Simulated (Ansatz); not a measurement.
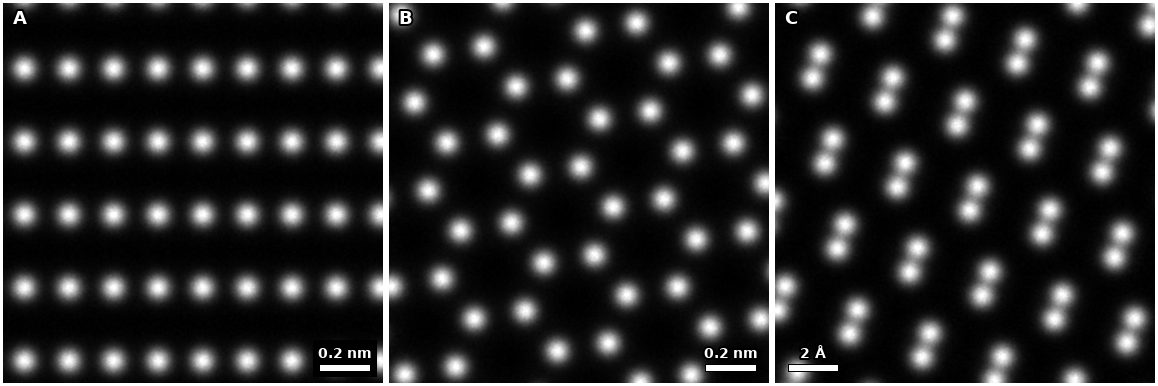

Three views of Yb (P6_3/mmc, No. 194) along different zone axes. The image is simulated as a sum over atoms of Z^1.8, blurred by a 0.76 Å probe (no channelling). The probe carries 25 % of its weight in a tail 2.5 times as wide. Shot noise was added. Structure: the geometry relaxed at fixed volume with DFT PBE, spin-orbit coupling, plane waves, PAW (Ansatz); the starting structure was generated, so it need not be a known form of this composition.

```cif
data_structure
_symmetry_space_group_name_H-M 'P6_3/mmc'
_symmetry_Int_Tables_number 194
_cell_length_a 3.6816
_cell_length_b 3.6816
_cell_length_c 6.0355
_cell_angle_alpha 90.000
_cell_angle_beta 90.000
_cell_angle_gamma 120.000
_cell_volume 70.85
loop_
_atom_site_label
_atom_site_type_symbol
_atom_site_symmetry_multiplicity
_atom_site_Wyckoff_symbol
_atom_site_fract_x
_atom_site_fract_y
_atom_site_fract_z
_atom_site_occupancy
Yb1 Yb 2 d 0.33333 0.66667 0.75000 1
```

> Match the panels to the zone axes [001], [101] and [210].

A is [210]: projected cell 1.84 × 3.02 Å, 90°, plane group p2mm. B is [001]: projected cell 3.68 × 3.68 Å, 120°, plane group p6mm. C is [101]: projected cell 3.14 × 3.55 Å, 116°, plane group c2mm.
